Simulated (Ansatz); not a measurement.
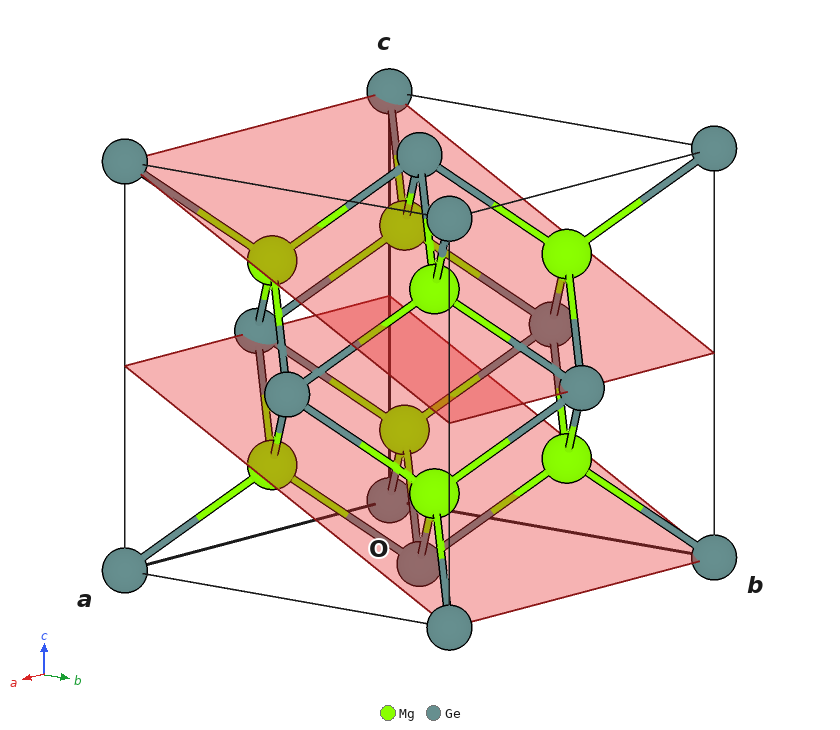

Crystal: Mg₂Ge, the geometry relaxed with DFT, PBEsol, plane waves, PAW in Ansatz. Every member of one family of equally spaced planes, hx + ky + lz = a whole number, that cuts the unit cell is shaded (one member passes through the origin O, touching the cell only at an edge or corner). Geometry calculated from the standardised cell; symmetry tolerance 0.002 Å.

a = 6.362 Å, b = 6.362 Å, c = 6.362 Å, α = 90.00°, β = 90.00°, γ = 90.00°.

**What are the Miller indices?**

(0 1 2); the opposite sign names the same planes. The member next to the origin meets the axes a never, b at 1, c at 1/2.

**What is the spacing?**

d = 2.845 Å.

**Which atoms of the cell lie in these planes (within 0.03 Å)?**

2 of the 4 Ge.

**The space group is Fm-3m (No. 225). How many reflections hkl are equivalent to this one (itself included), and does it occur?**

24 reflections are equivalent in the Laue class m-3m. The reflection is systematically absent, by the centring.
